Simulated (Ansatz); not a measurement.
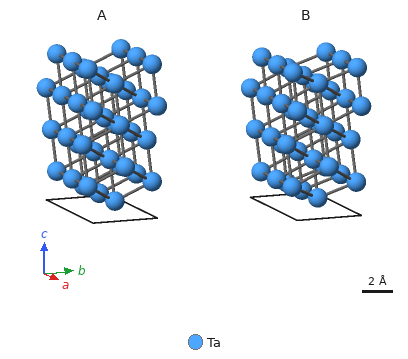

Two geometries of a slab of composition Ta (cut from the Im-3m phase), drawn at one scale. One is the start of a relaxation, the other its converged end. A ball-and-stick model of the 3 × 1 repeat of the cell, outlined in the plane, without the vacuum, seen slightly off an axis.

Level of theory: DFT PBE, scalar-relativistic, plane waves, PAW (Ansatz). Settings: plane-wave cutoff 420 eV; k-point mesh 12 × 8 × 1; occupations gaussian; smearing width 0.1 eV; no spin polarisation; dipole correction; atoms relaxed in a fixed cell; force threshold 0.02 eV/Å; at most 60 steps.

### Which one is relaxed?

Structure B is the relaxed one. The slab is the (2 1 1) face of Ta. The largest moves relative to the layer's centre, 0.27 Å, are those of Ta atoms. The cell stays as it was. Near-neighbour distances that change, for instance: Ta–Ta 2.874 → 2.654 Å, Ta–Ta 3.319 → 3.101 Å, Ta–Ta 2.874 → 2.941 Å, Ta–Ta 3.319 → 3.377 Å. Bond angles that change, for instance: Ta–Ta–Ta 70.5° → 65.3°, Ta–Ta–Ta 109.5° → 114.7°, Ta–Ta–Ta 70.5° → 75.2°. After 4 accepted moves (5 points after the start) the energy has fallen by 0.361 eV per cell of the calculation. The largest force component goes from 1.2 to 0.01 eV/Å. 1 step only repeated the SCF at the same geometry. The run took 110 s on 4 threads of Intel(R) Xeon(R) Platinum 8375C CPU @ 2.90GHz (Ice Lake), with other jobs on the host, peak memory 1.1 GiB.
